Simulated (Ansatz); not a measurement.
# CdS (Greenockite): converging the G0W0 gap, part 2 of 2

Wanted: a G0W0 gap for CdS (Greenockite) that is converged in bands and cutoff, or an estimate of the limit.

Ansatz 0.2.0; G0W0 on PBE, plane waves, PAW. Known limits of the many-body steps: not at the basis limit; no spin-orbit coupling; coarse k mesh.

So far. Step 4 (639 empty bands, screening to 200 eV): Against the run with 6×6×2 mesh, 297 empty bands, screening to 120 eV, the gap moves by +0.04 eV.

## Step 5: Changing the frequency model: 6×6×2 mesh, 297 empty bands, screening to 120 eV, plasmon pole

A plasmon pole stands in for the full frequency dependence of the screening; this run shows what that costs in accuracy. Bands and cutoff differ from the step before, so it is read against an earlier run that matches them.

input.yaml reads:

```yaml
crystal:
  lattice:
    - [4.137, 0.0, 0.0]
    - [-2.0685, 3.5827470955, 0.0]
    - [0.0, 0.0, 6.7144]
  atoms:
    - { symbol: Cd, position: [0.6666666667, 0.3333333333, 0.0] }
    - { symbol: Cd, position: [0.3333333333, 0.6666666667, 0.5] }
    - { symbol: S, position: [0.6666666667, 0.3333333333, 0.375] }
    - { symbol: S, position: [0.3333333333, 0.6666666667, 0.875] }
kpoints:
  mp_grid: { grid: [6, 6, 2] }
hamiltonian:
  xc: pbe
scf:
  occupations: { method: fixed }
gw:
  n_empty_bands: 297
  ecut_chi: 120
  qp_bands: [v2, c2]
  qp_kpoints: band_edges
  screening: { model: godby_needs }
```

Command:

```bash
$ ansatz run input.yaml --threads 3 --pin off --max-ram 92160MiB --backend cuda --events-out ev --progress --plain --runs-dir out --devices 1 --max-vram 13GiB
```

Numbers of over 12 decimals in the logs are rounded to 6 here.

What it wrote:

```text
GPUs: using 1 of 1 available (devices: 1).
[...]
GPU FFT provider: cuFFT
GPU libraries: cuBLAS 13.8.2, cuFFT 12.4.0, cuSOLVER 12.3.4
Crystal: 4 atoms, lattice volume = 99.520 Å³
Basis set: ecut = 420 eV, 1943 PW (Γ)
Bands: 32, of which v1, the nominal top of the filled ones, is band 26 counted from 1 (25 counted from 0)
Symmetry: 12 space group operations
[...]
k-points: 14 of 72
[...]
1    28      9.7287    -8.7118    -3.8467   -12.8607  0.8124    10.0315    10.0310  root
[...]
13    25      5.7464   -19.2572     2.4590   -16.0294  0.7814     4.9737     4.9777  root
    13    26      5.7464   -19.2572     2.4590   -16.0294  0.7814     4.9737     4.9777  root
    13    27     11.2761    -8.3301    -4.2476   -13.0227  0.8121    11.7224    11.7211  root
    13    28     11.2761    -8.3301    -4.2476   -13.0227  0.8121    11.7224    11.7211  root
[key lines of the parts left out:]
SCF converged after 6 iterations
Free energy (F): -18315.621335 eV
Fermi energy:    6.866229 eV
```

Wall time 26 s (1 × NVIDIA H100 80GB HBM3 (shared by 6 runs) with 3 threads of AMD EPYC 7R13 (Zen 3), shared host); peak memory 1.7 GiB; 41 s of CPU time.

This step gave:

```yaml
bands_summed: 323
plasmon_pole_fit_frequency: 26.84 eV
rpa_eps_infinity_on_this_mesh_eigenvalues: 6.981, 6.981, 7.139
plane_waves_in_the_screening_matrix: 311
g0w0_gap_on_the_mesh: 1.999 eV
k_of_the_valence_top: 0, 0, 0
k_of_the_conduction_bottom: 0, 0, 0
starting_gap_on_the_mesh: 1.219 eV
least_direct_g0w0_gap_on_the_computed_points: 1.999 eV
```

Against the run with 6×6×2 mesh, 297 empty bands, screening to 120 eV, the gap moves by +0.017 eV.

## Step 6: Changing the files: 6×6×2 mesh, 297 empty bands, screening to 120 eV, hard PAW files

Other atomic data (hard PAW) test the pseudisation: the cutoff goes from 420 to 520 eV, with the same valence electrons.

Edit input.yaml of step 5 so:

```diff
@@ -14,2 +14,3 @@
   xc: pbe
+  pseudopotentials: { kind: paw, source: ansatz }
 scf:
@@ -21,2 +22,2 @@
   qp_kpoints: band_edges
-  screening: { model: godby_needs }
+  screening: { model: contour_deformation }
```

What it wrote:

```text
GPUs: using 1 of 1 available (devices: 1).
[...]
GPU FFT provider: cuFFT
GPU libraries: cuBLAS 13.8.2, cuFFT 12.4.0, cuSOLVER 12.3.4
Crystal: 4 atoms, lattice volume = 99.520 Å³
Basis set: ecut = 520 eV, 2719 PW (Γ)
Bands: 32, of which v1, the nominal top of the filled ones, is band 26 counted from 1 (25 counted from 0)
Symmetry: 12 space group operations
[...]
k-points: 14 of 72
[...]
1    28      9.6971    -8.7192    -3.8843   -12.8668  0.7767     9.9625     9.9605  root
[...]
13    25      5.7151   -19.2582     2.5006   -16.0314  0.7343     4.9633     4.9889  root
    13    26      5.7151   -19.2582     2.5006   -16.0314  0.7343     4.9633     4.9889  root
    13    27     11.2453    -8.3344    -4.3104   -13.0282  0.7699    11.6341    11.6287  root
    13    28     11.2453    -8.3344    -4.3104   -13.0282  0.7699    11.6341    11.6287  root
[key lines of the parts left out:]
SCF converged after 8 iterations
Free energy (F): -18318.431937 eV
Fermi energy:    6.834450 eV
```

It took 22 s on 1 × NVIDIA H100 80GB HBM3 (shared by 6 runs) with 3 threads; peak memory 1.5 GiB; 21 s of CPU time.

Numbers from this step:

```yaml
bands_summed: 323
rpa_eps_infinity_on_this_mesh_eigenvalues: 6.985, 6.985, 7.143
plane_waves_in_the_screening_matrix: 311
g0w0_gap_on_the_mesh: 1.984 eV
k_of_the_valence_top: 0, 0, 0
k_of_the_conduction_bottom: 0, 0, 0
starting_gap_on_the_mesh: 1.219 eV
least_direct_g0w0_gap_on_the_computed_points: 1.984 eV
```

Against the run with 6×6×2 mesh, 297 empty bands, screening to 120 eV, the gap moves by +0.002 eV.

## Step 7: The runs together

Times are wall times on 1 × NVIDIA H100 80GB HBM3 (shared by 6 runs) with 3 threads of AMD EPYC 7R13 (Zen 3), shared host, good to a factor of about two.

| mesh | files | frequency | bands summed | cutoff (eV) | start (eV) | G0W0 (eV) | time | host memory (GiB) |
| --- | --- | --- | --- | --- | --- | --- | --- | --- |
| 6×6×2 | default PAW | contour deformation | 131 | 60 | 1.219 | 1.905 | 12 s | 1.1 |
| 6×6×2 | default PAW | contour deformation | 323 | 120 | 1.219 | 1.981 | 30 s | 1.4 |
| 6×6×2 | default PAW | contour deformation | 665 | 200 | 1.219 | 2.020 | 48 s | 2.3 |
| 6×6×2 | default PAW | plasmon pole | 323 | 120 | 1.219 | 1.999 | 26 s | 1.7 |
| 6×6×2 | hard PAW | contour deformation | 323 | 120 | 1.219 | 1.984 | 22 s | 1.5 |

The parts of the quasiparticle energy at the two band edges (eV; QP = start + Σx + Σc − Vxc):

```csv
run,edge,start,Σx,Σc,Vxc,Z,QP
131 bands,valence top,6.87,-20.82,2.48,-18.06,0.75,6.59
131 bands,conduction bottom,8.09,-8.72,-3.33,-12.46,0.79,8.49
323 bands,valence top,6.87,-20.82,2.15,-18.06,0.74,6.26
323 bands,conduction bottom,8.09,-8.72,-3.58,-12.46,0.79,8.24
665 bands,valence top,6.87,-20.82,1.99,-18.06,0.74,6.10
665 bands,conduction bottom,8.09,-8.72,-3.70,-12.46,0.78,8.12
```

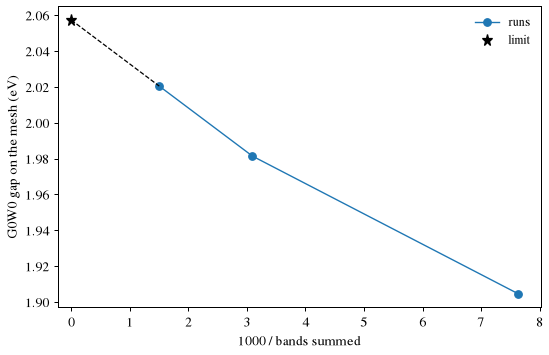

The gap against one over the number of bands; the dashed line carries the two highest rungs to the limit.

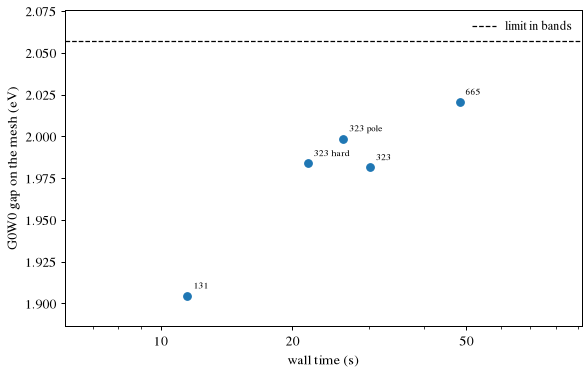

Result against wall time.

## Step 8: Outcome

| Property | Result |
| --- | --- |
| 131 bands, 60 eV | 1.905 eV |
| 323 bands, 120 eV | 1.981 eV |
| 665 bands, 200 eV | 2.020 eV |
| estimated limit in bands and cutoff | 2.06 eV |
| mesh and start | 6×6×2, PBE |

A line in one over the bands through the two highest rungs gives 2.06 eV, +0.04 eV from the top rung; the pair below gives 2.03 eV, in fair agreement. The rungs stand 0.15 eV (131 bands), 0.08 eV (323 bands) and 0.04 eV (665 bands) from it. From 131 to 665 bands the gap moves by +0.12 eV while the time grows 4.2-fold. Σc changes by −0.49 eV at the valence top and −0.37 eV at the conduction bottom, so the levels themselves move more than the gap between them. The plasmon-pole model gives +0.02 eV against contour deformation, 2 % of the correction. Hard PAW files move the gap by +0.002 eV at equal bands and cutoff, −0.001 eV of it in the start. The cheapest rung within 0.1 eV of this estimate is that with 323 bands (30 s). The 6×6×2 mesh is coarse for this cell (its supercell is 13 Å along the shortest edge). The RPA ε∞ on it, from the PBE start, is 6.97 and 7.13; such meshes misread the long-range screening, most where the gap is narrow. The many-body steps are scalar-relativistic: spin-orbit coupling is not in them.

[Paths, hosts, dates, memory and timing lines, banners, echoed tables and standing remarks are left out of the program output.]

[Logs are printed without paths, hosts, clocks, repeated set-up lines and the standing remarks that a program may print on its own settings, such as how far it seeks lower states.]

[Runs of the session that timed out or met a known fault of the program may be left out.]

[Cells called generated may have been cut or substituted from an entry of the Crystallography Open Database or the Materials Project.]

[Hosts, paths, dates, database ids (printed as entryN), source tags and the programs' standing remarks are cut or masked in the printed files.]
